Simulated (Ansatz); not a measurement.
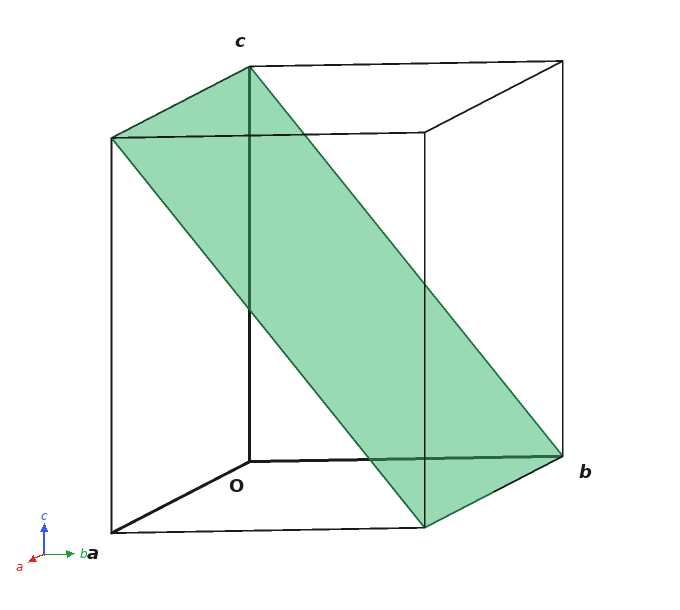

For PtS2, the geometry relaxed with Ansatz 0.2.0, DFT PBE+D3(BJ), scalar-relativistic, plane waves, PAW: every member of one family of equally spaced planes, hx + ky + lz = a whole number, that cuts the unit cell is shaded (one member passes through the origin O, touching the cell only at an edge or corner). All values are computed from the atomic coordinates in the standard setting (tolerance 0.002 Å).

a = 3.583 Å, b = 3.583 Å, c = 4.664 Å, α = 90.00°, β = 90.00°, γ = 120.00°.

Index the planes.

(0 1 1), in four indices (0 1 −1 1); the opposite sign names the same planes. The member next to the origin meets the axes a never, b at 1, c at 1.

What is the spacing?

d = 2.583 Å.

The space group is No. 164, P-3m1. How many reflections hkl are equivalent to this one (itself included), and does it occur?

6 reflections are equivalent in the Laue class -3m. The space group allows the reflection.
